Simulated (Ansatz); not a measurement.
# Geometry relaxation of MoS₂ (part 1 of 3)

The run: geometry relaxation of MoS₂ (P6₃/mmc, 6 atoms in the cell). Method and program: DFT PBE, scalar-relativistic, plane waves, PAW, no spin polarisation (Ansatz 0.2.0).

The structure derives from a Materials Project entry. Figures and captions count atoms from 1; the log counts them from 0 in places.

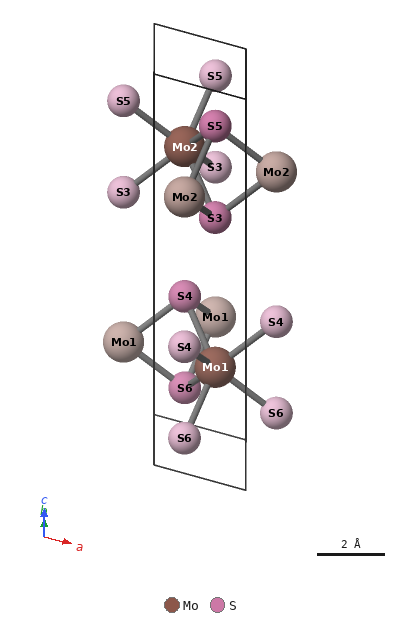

Figure 1. The structure as given in the input (ball-and-stick view of the cell of the calculation, seen at an oblique angle; neighbours outside the cell are drawn fainter; atoms are numbered from 1 in the order of the input).

Input:
```yaml
crystal:
  lattice:
    - [3.1922379121, 0.0, 0.0]
    - [-1.5961189561, 2.7645591268, 0.0]
    - [0.0, 0.0, 13.378294]
  atoms:
    - { symbol: Mo, position: [0.66666667, 0.33333333, 0.25] }
    - { symbol: Mo, position: [0.33333333, 0.66666667, 0.75] }
    - { symbol: S, position: [0.66666667, 0.33333333, 0.633082] }
    - { symbol: S, position: [0.33333333, 0.66666667, 0.366918] }
    - { symbol: S, position: [0.66666667, 0.33333333, 0.866918] }
    - { symbol: S, position: [0.33333333, 0.66666667, 0.133082] }
basis:
  ecutwfc: 420
kpoints:
  mp_grid: { grid: [12, 12, 2] }
hamiltonian:
  xc: pbe
scf:
  occupations: { method: gaussian, width: 0.02 }
output:
  forces: true
  stress: true
  eigenvalues: true
relax:
  adjacent_minimum: "off"
  f_tol: 0.005
  max_steps: 80
  cell: { stress_tol: 0.05 }
```

Launch command:
```bash
ansatz run input.yaml --threads 1 --pin off --max-ram 2560MiB --backend cpu --events-out ev --progress --plain --runs-dir out
```

What the program printed:
```
Engine: ansatz 0.2.0, x86_64-unknown-linux-gnu
Pseudopotentials: kind: paw
Pseudopotential: Mo, paw, valence charge 14, recommended cutoff 420 eV (normal), Mo.paw.azcp
Pseudopotential: S, paw, valence charge 6, recommended cutoff 420 eV (normal), S.paw.azcp
Functional definition: PBE
  parameter kappa = 0.804
  parameter beta = 0.06672455060314922
  exchange = pbe_x(kappa = kappa, mu = beta*pi^2/3)
  correlation = pbe_c(beta = beta)
Crystal: 6 atoms, lattice volume = 118.065 Å³
Basis set: ecut = 420 eV, 2325 PW (Γ), exchange–correlation on 48×48×180 points (8 copies of the dense FFT grid, shifted against one another)
Bands: 32, of which v1, the nominal top of the filled ones, is band 26 counted from 1 (25 counted from 0)
Symmetry: 24 space group operations
Space group: P63/mmc (ITA 194), of the structure as read, at distance tolerance 4.9e-5 Å
k-points: 38 of 288
Non-local potential: Mo, projectors of the file, l = 0: 3, l = 1: 2, l = 2: 2, l = 3: 1
Non-local potential: S, projectors of the file, l = 0: 2, l = 1: 2, l = 2: 2
PAW form: soft (Blöchl's): semilocal exchange-correlation on the pseudo side does not see the compensation charge
PAW one-centre angular grid: Mo, 590 points (default); XC on 64 Gauss nodes
PAW one-centre angular grid: S, 110 points (default); XC on 64 Gauss nodes
Initial density: superposition of atomic densities (neutral atoms: chi_scale 0, normalization atom), corrected by the library's trained network
Initial wavefunctions: pseudopotential atomic-orbital guess
Functional: x = pbe(κ = 0.804, μ = 0.2195149727645171), c = pbe(β = 0.06672455060314922)
SCF iter   1: F=—  HF=-13525.611764 eV  |F-HF|=—  |Δ(HF+E_count)|=         —  Δρ=5.17e-3  dr2=1.20e-2  ethr=1.77e-3  ⟨swp⟩=7.1  Hψ=5400  notcnv=0
preconditioner: auto → Resta (q_TF=auto, 2.380 Å⁻¹)  ε∞=8.2  [insulator: Δε(μ)=1.192 eV  Ē_g=7.629 eV  σ=0.020 eV  W_gap=1.00  n_scr=28 (ndim 8)  ℏωp=20.5 eV  f_vac=0.086  D(μ)=0.00/eV (n_scr^D=0)  ε∞_Penn≈8.2]
SCF iter   2: F=—  HF=-13525.620938 eV  |F-HF|=—  |Δ(HF+E_count)|=   9.17e-3  Δρ=2.95e-3  dr2=2.87e-3  ethr=2.30e-5  ⟨swp⟩=2.1  Hψ=2395  notcnv=0  defer=61
SCF iter   3: F=—  HF=-13525.625713 eV  |F-HF|=—  |Δ(HF+E_count)|=   4.77e-3  Δρ=1.10e-3  dr2=1.42e-3  ethr=5.52e-6  ⟨swp⟩=2.0  Hψ=1850  notcnv=0  defer=61
SCF iter   4: F=—  HF=-13525.626283 eV  |F-HF|=—  |Δ(HF+E_count)|=   5.70e-4  Δρ=1.43e-4  dr2=3.30e-5  ethr=2.73e-6  ⟨swp⟩=2.0  Hψ=1754  notcnv=0  defer=61
SCF iter   5: F=—  HF=-13525.626366 eV  |F-HF|=—  |Δ(HF+E_count)|=   8.24e-5  Δρ=5.18e-5  dr2=1.17e-5  ethr=6.35e-8  ⟨swp⟩=2.0  Hψ=1824  notcnv=0  defer=61
SCF iter   6: F=—  HF=-13525.626367 eV  |F-HF|=—  |Δ(HF+E_count)|=   7.98e-7  Δρ=2.81e-5  dr2=2.71e-6  ethr=2.25e-8  ⟨swp⟩=2.1  Hψ=1558  notcnv=0  defer=61
SCF iter   7: F=-13525.626367 eV  HF=-13525.626367 eV  |F-HF|=1.34e-8  |Δ(HF+E_count)|=   4.76e-7  Δρ=4.21e-6  dr2=1.81e-8  ethr=1.92e-10  ⟨swp⟩=7.9  Hψ=6037  notcnv=0
SCF 1 converged in 7 iterations: F = -13525.626367 eV  dr2 = 1.81e-8
  greatest PAW one-centre occupation: 0.998 electrons in one spin orbital (limit 2), on the Mo atom at site 1 (counted from 0), in its partial waves of l = 0
relax step   1: F+E_penalty+E_count = -13525.62636700 eV  Δ(F+E_penalty+E_count) = +0.000e0 eV  max|allowed force component| = 9.256e-2 eV/Å  Δτ_max = 0.0000 Å  P = -0.537 GPa  Ω = 118.065 Å³  (7 SCF iters, dr2 threshold 1.00e-7 eV, accepted)
Crystal: 6 atoms, lattice volume = 119.184 Å³
Basis set: ecut = 420 eV, 2373 PW (Γ), exchange–correlation on 48×48×180 points (8 copies of the dense FFT grid, shifted against one another)
Initial density: handed on by an earlier stage of this run
Initial wavefunctions: those handed on with the density
iter 1 solved again at ethr=1.33e-5 eV; its pass at ethr=3.10e-3 eV (dr2=6.93e-3 eV) is discarded
SCF iter   1: F=—  HF=-13525.633339 eV  |F-HF|=—  |Δ(HF+E_count)|=         —  Δρ=2.33e-3  dr2=7.92e-3  ethr=1.33e-5  ⟨swp⟩=2.0  Hψ=7493  notcnv=0
preconditioner: auto → Resta (q_TF=auto, 2.376 Å⁻¹)  ε∞=8.1  [insulator: Δε(μ)=1.262 eV  Ē_g=7.666 eV  σ=0.020 eV  W_gap=1.00  n_scr=28 (ndim 8)  ℏωp=20.4 eV  f_vac=0.108  D(μ)=0.00/eV (n_scr^D=0)  ε∞_Penn≈8.1]
SCF iter   2: F=—  HF=-13525.632309 eV  |F-HF|=—  |Δ(HF+E_count)|=   1.03e-3  Δρ=1.12e-3  dr2=1.30e-3  ethr=1.33e-5  ⟨swp⟩=2.1  Hψ=1769  notcnv=0
SCF iter   3: F=—  HF=-13525.632196 eV  |F-HF|=—  |Δ(HF+E_count)|=   1.13e-4  Δρ=6.27e-4  dr2=3.73e-4  ethr=2.49e-6  ⟨swp⟩=2.2  Hψ=1519  notcnv=0
SCF iter   4: F=—  HF=-13525.632179 eV  |F-HF|=—  |Δ(HF+E_count)|=   1.76e-5  Δρ=1.10e-4  dr2=2.11e-5  ethr=7.17e-7  ⟨swp⟩=2.1  Hψ=1819  notcnv=0
SCF iter   5: F=—  HF=-13525.632192 eV  |F-HF|=—  |Δ(HF+E_count)|=   1.36e-5  Δρ=5.44e-5  dr2=1.02e-5  ethr=4.05e-8  ⟨swp⟩=2.0  Hψ=1783  notcnv=0
SCF iter   6: F=-13525.632194 eV  HF=-13525.632194 eV  |F-HF|=3.12e-7  |Δ(HF+E_count)|=   1.09e-6  Δρ=1.20e-5  dr2=2.27e-7  ethr=1.15e-9  ⟨swp⟩=3.7  Hψ=5057  notcnv=0
SCF 2 converged in 6 iterations: F = -13525.632194 eV  dr2 = 2.27e-7
relax step   2: F+E_penalty+E_count = -13525.63219382 eV  Δ(F+E_penalty+E_count) = -5.827e-3 eV  max|allowed force component| = 2.346e-2 eV/Å  Δτ_max = 0.0261 Å  P = +0.372 GPa  Ω = 119.184 Å³  energy of the carried Pulay correction = -1.114e-4 eV  (6 SCF iters, dr2 threshold 6.00e-7 eV, accepted)
Crystal: 6 atoms, lattice volume = 121.955 Å³
Basis set: ecut = 420 eV, 2387 PW (Γ), exchange–correlation on 48×48×180 points (8 copies of the dense FFT grid, shifted against one another)
iter 1 solved again at ethr=2.00e-5 eV; its pass at ethr=3.10e-3 eV (dr2=1.04e-2 eV) is discarded
SCF iter   1: F=—  HF=-13525.637665 eV  |F-HF|=—  |Δ(HF+E_count)|=         —  Δρ=3.19e-3  dr2=1.15e-2  ethr=2.00e-5  ⟨swp⟩=2.1  Hψ=7120  notcnv=0
preconditioner: auto → Resta (q_TF=auto, 2.367 Å⁻¹)  ε∞=7.9  [insulator: Δε(μ)=1.280 eV  Ē_g=7.667 eV  σ=0.020 eV  W_gap=1.00  n_scr=28 (ndim 8)  ℏωp=20.2 eV  f_vac=0.134  D(μ)=0.00/eV (n_scr^D=0)  ε∞_Penn≈7.9]
SCF iter   2: F=—  HF=-13525.635859 eV  |F-HF|=—  |Δ(HF+E_count)|=   1.81e-3  Δρ=1.57e-3  dr2=3.40e-3  ethr=2.00e-5  ⟨swp⟩=2.2  Hψ=1864  notcnv=0
SCF iter   3: F=—  HF=-13525.635516 eV  |F-HF|=—  |Δ(HF+E_count)|=   3.43e-4  Δρ=8.73e-4  dr2=1.01e-3  ethr=6.54e-6  ⟨swp⟩=2.4  Hψ=1628  notcnv=0
SCF iter   4: F=—  HF=-13525.635465 eV  |F-HF|=—  |Δ(HF+E_count)|=   5.07e-5  Δρ=1.72e-4  dr2=1.05e-4  ethr=1.93e-6  ⟨swp⟩=2.4  Hψ=1871  notcnv=0
SCF iter   5: F=—  HF=-13525.635516 eV  |F-HF|=—  |Δ(HF+E_count)|=   5.06e-5  Δρ=5.07e-5  dr2=8.90e-6  ethr=2.02e-7  ⟨swp⟩=2.0  Hψ=1668  notcnv=0
SCF iter   6: F=-13525.635523 eV  HF=-13525.635523 eV  |F-HF|=3.85e-7  |Δ(HF+E_count)|=   7.50e-6  Δρ=1.04e-5  dr2=1.45e-7  ethr=1.15e-9  ⟨swp⟩=4.9  Hψ=5874  notcnv=0
SCF 3 converged in 6 iterations: F = -13525.635523 eV  dr2 = 1.45e-7
relax step   3: F+E_penalty+E_count = -13525.63552341 eV  Δ(F+E_penalty+E_count) = -3.330e-3 eV  max|allowed force component| = 9.863e-2 eV/Å  Δτ_max = 0.0367 Å  P = +0.488 GPa  Ω = 121.955 Å³  energy of the carried Pulay correction = -3.830e-4 eV  (6 SCF iters, dr2 threshold 6.00e-7 eV, accepted)
Crystal: 6 atoms, lattice volume = 124.717 Å³
Basis set: ecut = 420 eV, 2459 PW (Γ), exchange–correlation on 48×48×180 points (8 copies of the dense FFT grid, shifted against one another)
iter 1 solved again at ethr=2.75e-5 eV; its pass at ethr=3.10e-3 eV (dr2=1.43e-2 eV) is discarded
SCF iter   1: F=—  HF=-13525.640708 eV  |F-HF|=—  |Δ(HF+E_count)|=         —  Δρ=3.32e-3  dr2=1.45e-2  ethr=2.75e-5  ⟨swp⟩=2.2  Hψ=7433  notcnv=0
preconditioner: auto → Resta (q_TF=auto, 2.358 Å⁻¹)  ε∞=7.8  [insulator: Δε(μ)=1.389 eV  Ē_g=7.663 eV  σ=0.020 eV  W_gap=1.00  n_scr=28 (ndim 8)  ℏωp=20.0 eV  f_vac=0.155  D(μ)=0.00/eV (n_scr^D=0)  ε∞_Penn≈7.8]
SCF iter   2: F=—  HF=-13525.638771 eV  |F-HF|=—  |Δ(HF+E_count)|=   1.94e-3  Δρ=1.63e-3  dr2=3.45e-3  ethr=2.75e-5  ⟨swp⟩=2.0  Hψ=1760  notcnv=0
SCF iter   3: F=—  HF=-13525.638488 eV  |F-HF|=—  |Δ(HF+E_count)|=   2.84e-4  Δρ=9.14e-4  dr2=1.03e-3  ethr=6.63e-6  ⟨swp⟩=2.2  Hψ=1592  notcnv=0
SCF iter   4: F=—  HF=-13525.638463 eV  |F-HF|=—  |Δ(HF+E_count)|=   2.48e-5  Δρ=1.83e-4  dr2=9.71e-5  ethr=1.99e-6  ⟨swp⟩=2.2  Hψ=1746  notcnv=0
SCF iter   5: F=—  HF=-13525.638523 eV  |F-HF|=—  |Δ(HF+E_count)|=   6.05e-5  Δρ=4.53e-5  dr2=8.91e-6  ethr=1.87e-7  ⟨swp⟩=2.2  Hψ=1759  notcnv=0
SCF iter   6: F=-13525.638530 eV  HF=-13525.638530 eV  |F-HF|=1.13e-7  |Δ(HF+E_count)|=   6.37e-6  Δρ=1.64e-5  dr2=4.40e-7  ethr=1.15e-9  ⟨swp⟩=5.0  Hψ=6062  notcnv=0
SCF 4 converged in 6 iterations: F = -13525.638530 eV  dr2 = 4.40e-7
relax step   4: F+E_penalty+E_count = -13525.63852972 eV  Δ(F+E_penalty+E_count) = -3.006e-3 eV  max|allowed force component| = 3.612e-2 eV/Å  Δτ_max = 0.0334 Å  P = +0.415 GPa  Ω = 124.717 Å³  energy of the carried Pulay correction = -6.475e-4 eV  (6 SCF iters, dr2 threshold 6.00e-7 eV, accepted)
Crystal: 6 atoms, lattice volume = 126.469 Å³
Basis set: ecut = 420 eV, 2461 PW (Γ), exchange–correlation on 48×48×180 points (8 copies of the dense FFT grid, shifted against one another)
iter 1 solved again at ethr=5.05e-6 eV; its pass at ethr=3.10e-3 eV (dr2=2.63e-3 eV) is discarded
SCF iter   1: F=—  HF=-13525.639947 eV  |F-HF|=—  |Δ(HF+E_count)|=         —  Δρ=1.51e-3  dr2=2.70e-3  ethr=5.05e-6  ⟨swp⟩=2.0  Hψ=7274  notcnv=0
preconditioner: auto → Resta (q_TF=auto, 2.353 Å⁻¹)  ε∞=7.7  [insulator: Δε(μ)=1.397 eV  Ē_g=7.657 eV  σ=0.020 eV  W_gap=1.00  n_scr=28 (ndim 8)  ℏωp=19.8 eV  f_vac=0.163  D(μ)=0.00/eV (n_scr^D=0)  ε∞_Penn≈7.7]
SCF iter   2: F=—  HF=-13525.639479 eV  |F-HF|=—  |Δ(HF+E_count)|=   4.67e-4  Δρ=7.51e-4  dr2=9.56e-4  ethr=5.05e-6  ⟨swp⟩=2.8  Hψ=1930  notcnv=0
SCF iter   3: F=—  HF=-13525.639371 eV  |F-HF|=—  |Δ(HF+E_count)|=   1.08e-4  Δρ=3.94e-4  dr2=2.62e-4  ethr=1.84e-6  ⟨swp⟩=2.1  Hψ=1517  notcnv=0
SCF iter   4: F=—  HF=-13525.639333 eV  |F-HF|=—  |Δ(HF+E_count)|=   3.82e-5  Δρ=8.75e-5  dr2=3.52e-5  ethr=5.03e-7  ⟨swp⟩=2.6  Hψ=1934  notcnv=0
SCF iter   5: F=—  HF=-13525.639341 eV  |F-HF|=—  |Δ(HF+E_count)|=   7.90e-6  Δρ=3.24e-5  dr2=3.47e-6  ethr=6.76e-8  ⟨swp⟩=2.0  Hψ=1646  notcnv=0
SCF iter   6: F=-13525.639343 eV  HF=-13525.639343 eV  |F-HF|=1.66e-7  |Δ(HF+E_count)|=   2.07e-6  Δρ=6.28e-6  dr2=7.35e-8  ethr=9.23e-10  ⟨swp⟩=3.8  Hψ=5053  notcnv=0
SCF 5 converged in 6 iterations: F = -13525.639343 eV  dr2 = 7.35e-8
relax step   5: F+E_penalty+E_count = -13525.63934279 eV  Δ(F+E_penalty+E_count) = -8.131e-4 eV  max|allowed force component| = 1.098e-2 eV/Å  Δτ_max = 0.0164 Å  P = +0.065 GPa  Ω = 126.469 Å³  energy of the carried Pulay correction = -8.122e-4 eV  (6 SCF iters, dr2 threshold 4.80e-7 eV, accepted)
Crystal: 6 atoms, lattice volume = 127.222 Å³
Basis set: ecut = 420 eV, 2497 PW (Γ), exchange–correlation on 48×48×180 points (8 copies of the dense FFT grid, shifted against one another)
iter 1 solved again at ethr=1.53e-6 eV; its pass at ethr=3.10e-3 eV (dr2=7.96e-4 eV) is discarded
SCF iter   1: F=—  HF=-13525.639484 eV  |F-HF|=—  |Δ(HF+E_count)|=         —  Δρ=7.58e-4  dr2=6.97e-4  ethr=1.53e-6  ⟨swp⟩=3.0  Hψ=6827  notcnv=0
preconditioner: auto → Resta (q_TF=auto, 2.350 Å⁻¹)  ε∞=7.7  [insulator: Δε(μ)=1.405 eV  Ē_g=7.657 eV  σ=0.020 eV  W_gap=1.00  n_scr=28 (ndim 8)  ℏωp=19.8 eV  f_vac=0.168  D(μ)=0.00/eV (n_scr^D=0)  ε∞_Penn≈7.7]
SCF iter   2: F=—  HF=-13525.639377 eV  |F-HF|=—  |Δ(HF+E_count)|=   1.07e-4  Δρ=3.74e-4  dr2=2.11e-4  ethr=1.34e-6  ⟨swp⟩=2.6  Hψ=1801  notcnv=0
SCF iter   3: F=—  HF=-13525.639358 eV  |F-HF|=—  |Δ(HF+E_count)|=   1.84e-5  Δρ=2.10e-4  dr2=6.18e-5  ethr=4.06e-7  ⟨swp⟩=2.4  Hψ=1598  notcnv=0
SCF iter   4: F=—  HF=-13525.639369 eV  |F-HF|=—  |Δ(HF+E_count)|=   1.07e-5  Δρ=3.99e-5  dr2=6.81e-6  ethr=1.19e-7  ⟨swp⟩=2.6  Hψ=1918  notcnv=0
SCF iter   5: F=—  HF=-13525.639367 eV  |F-HF|=—  |Δ(HF+E_count)|=   1.79e-6  Δρ=1.43e-5  dr2=8.00e-7  ethr=1.31e-8  ⟨swp⟩=2.0  Hψ=1650  notcnv=0
SCF iter   6: F=-13525.639368 eV  HF=-13525.639368 eV  |F-HF|=3.38e-8  |Δ(HF+E_count)|=   4.10e-7  Δρ=2.80e-6  dr2=1.29e-8  ethr=6.53e-11  ⟨swp⟩=4.0  Hψ=5594  notcnv=0
SCF 6 converged in 6 iterations: F = -13525.639368 eV  dr2 = 1.29e-8
relax step   6: F+E_penalty+E_count = -13525.63936775 eV  Δ(F+E_penalty+E_count) = -2.496e-5 eV  max|allowed force component| = 3.464e-3 eV/Å  Δτ_max = 0.0080 Å  P = +0.009 GPa  Ω = 127.222 Å³  energy of the carried Pulay correction = -8.822e-4 eV  (6 SCF iters, dr2 threshold 3.40e-8 eV, accepted)
Basis set: ecut = 420 eV, 2497 PW (Γ), exchange–correlation on 48×48×200 points (8 copies of the dense FFT grid, shifted against one another)
Initial wavefunctions: pseudopotential atomic-orbital guess (no wavefunctions were taken with the density)
iter 1 solved again at ethr=1.72e-7 eV; its pass at ethr=3.10e-3 eV (dr2=8.92e-5 eV) is discarded
SCF iter   1: F=—  HF=-13525.640246 eV  |F-HF|=—  |Δ(HF+E_count)|=         —  Δρ=1.46e-4  dr2=2.16e-6  ethr=1.72e-7  ⟨swp⟩=4.5  Hψ=9875  notcnv=0
preconditioner: auto → Resta (q_TF=auto, 2.350 Å⁻¹)  ε∞=7.6  [insulator: Δε(μ)=1.405 eV  Ē_g=7.661 eV  σ=0.020 eV  W_gap=1.00  n_scr=28 (ndim 8)  ℏωp=19.8 eV  f_vac=0.165  D(μ)=0.00/eV (n_scr^D=0)  ε∞_Penn≈7.6]
SCF iter   2: F=—  HF=-13525.640762 eV  |F-HF|=—  |Δ(HF+E_count)|=   5.16e-4  Δρ=7.53e-5  dr2=5.75e-7  ethr=4.15e-9  ⟨swp⟩=2.0  Hψ=1928  notcnv=0
SCF iter   3: F=—  HF=-13525.640915 eV  |F-HF|=—  |Δ(HF+E_count)|=   1.53e-4  Δρ=3.67e-6  dr2=1.59e-8  ethr=1.11e-9  ⟨swp⟩=2.2  Hψ=2222  notcnv=0
SCF iter   4: F=—  HF=-13525.640915 eV  |F-HF|=—  |Δ(HF+E_count)|=   9.16e-9  Δρ=1.84e-6  dr2=9.14e-9  ethr=3.05e-11  ⟨swp⟩=3.0  Hψ=2516  notcnv=0
SCF iter   5: F=—  HF=-13525.640915 eV  |F-HF|=—  |Δ(HF+E_count)|=  8.64e-10  Δρ=4.55e-7  dr2=5.69e-10  ethr=1.76e-11  ⟨swp⟩=2.1  Hψ=1396  notcnv=0
SCF iter   6: F=—  HF=-13525.640915 eV  |F-HF|=—  |Δ(HF+E_count)|=  5.33e-10  Δρ=1.46e-7  dr2=8.07e-11  ethr=1.09e-12  ⟨swp⟩=2.0  Hψ=1713  notcnv=0
SCF iter   7: F=-13525.640915 eV  HF=-13525.640915 eV  |F-HF|=3.64e-12  |Δ(HF+E_count)|=  1.22e-10  Δρ=3.61e-8  dr2=6.15e-12  ethr=1.00e-12  ⟨swp⟩=4.9  Hψ=4277  notcnv=0
SCF 7 converged in 7 iterations: F = -13525.640915 eV  dr2 = 6.15e-12
relax step   7: F+E_penalty+E_count = -13525.64091545 eV  Δ(F+E_penalty+E_count) = -1.548e-3 eV  max|allowed force component| = 3.468e-3 eV/Å  Δτ_max = 0.0000 Å  P = +0.023 GPa  Ω = 127.222 Å³  stress off target by 7.24e-2 GPa  SCF on the basis re-selected at this cell (its energy is not comparable with the rows above)  (7 SCF iters)
basis re-selected at this cell: Δ(F+E_penalty+E_count) = -1.548e-3 eV, ΔP = +0.014 GPa vs the last step (what re-selecting the basis moved, of the pressure what is left beyond the Pulay correction that the steps carried, after the strain that the cell walked since its last selection, with what the two solves' SCF thresholds leave and, on support functions, any second-order correction that the steps lacked; it is no measure of the basis error at this ecutwfc). The dense FFT grid was sized anew with the basis: this SCF ran on 24×24×100 points, the steps before it on 24×24×90, so part of this shift can come from that change (see relax.cell in the input reference). This SCF's stress stands 7.24e-2 GPa from its target on what of the cell is left free (relax.cell.stress_tol is 5.00e-2 GPa) and its largest allowed force component is 3.47e-3 eV/Å (relax.f_tol is 5.00e-3 eV/Å): not within both, so this SCF does not close the relaxation
Crystal: 6 atoms, lattice volume = 128.627 Å³
Basis set: ecut = 420 eV, 2545 PW (Γ), exchange–correlation on 48×48×200 points (8 copies of the dense FFT grid, shifted against one another)
iter 1 solved again at ethr=5.09e-6 eV; its pass at ethr=3.10e-3 eV (dr2=2.65e-3 eV) is discarded
SCF iter   1: F=—  HF=-13525.641603 eV  |F-HF|=—  |Δ(HF+E_count)|=         —  Δρ=1.50e-3  dr2=2.82e-3  ethr=5.09e-6  ⟨swp⟩=2.0  Hψ=7348  notcnv=0
preconditioner: auto → Resta (q_TF=auto, 2.346 Å⁻¹)  ε∞=7.6  [insulator: Δε(μ)=1.424 eV  Ē_g=7.654 eV  σ=0.020 eV  W_gap=1.00  n_scr=28 (ndim 8)  ℏωp=19.6 eV  f_vac=0.176  D(μ)=0.00/eV (n_scr^D=0)  ε∞_Penn≈7.6]
SCF iter   2: F=—  HF=-13525.641175 eV  |F-HF|=—  |Δ(HF+E_count)|=   4.28e-4  Δρ=7.39e-4  dr2=8.26e-4  ethr=5.09e-6  ⟨swp⟩=2.2  Hψ=1672  notcnv=0
SCF iter   3: F=—  HF=-13525.641098 eV  |F-HF|=—  |Δ(HF+E_count)|=   7.72e-5  Δρ=4.13e-4  dr2=2.40e-4  ethr=1.59e-6  ⟨swp⟩=2.2  Hψ=1587  notcnv=0
SCF iter   4: F=—  HF=-13525.641080 eV  |F-HF|=—  |Δ(HF+E_count)|=   1.87e-5  Δρ=8.25e-5  dr2=2.61e-5  ethr=4.62e-7  ⟨swp⟩=2.3  Hψ=1806  notcnv=0
SCF iter   5: F=—  HF=-13525.641053 eV  |F-HF|=—  |Δ(HF+E_count)|=   2.65e-5  Δρ=2.75e-5  dr2=3.18e-6  ethr=5.02e-8  ⟨swp⟩=2.1  Hψ=1696  notcnv=0
SCF iter   6: F=—  HF=-13525.641055 eV  |F-HF|=—  |Δ(HF+E_count)|=   1.60e-6  Δρ=5.70e-6  dr2=5.46e-8  ethr=6.12e-9  ⟨swp⟩=2.0  Hψ=1743  notcnv=0
SCF iter   7: F=-13525.641055 eV  HF=-13525.641055 eV  |F-HF|=8.33e-9  |Δ(HF+E_count)|=   1.50e-7  Δρ=1.58e-6  dr2=4.90e-9  ethr=2.52e-11  ⟨swp⟩=6.1  Hψ=5270  notcnv=0
SCF 8 converged in 7 iterations: F = -13525.641055 eV  dr2 = 4.90e-9
relax step   8: F+E_penalty+E_count = -13525.64105485 eV  Δ(F+E_penalty+E_count) = -1.394e-4 eV  max|allowed force component| = 8.882e-3 eV/Å  Δτ_max = 0.0161 Å  P = +0.043 GPa  Ω = 128.627 Å³  energy of the carried Pulay correction = -1.422e-4 eV  (7 SCF iters, dr2 threshold 1.31e-8 eV, accepted)
Crystal: 6 atoms, lattice volume = 129.785 Å³
Basis set: ecut = 420 eV, 2581 PW (Γ), exchange–correlation on 48×48×200 points (8 copies of the dense FFT grid, shifted against one another)
iter 1 solved again at ethr=3.40e-6 eV; its pass at ethr=3.10e-3 eV (dr2=1.77e-3 eV) is discarded
```
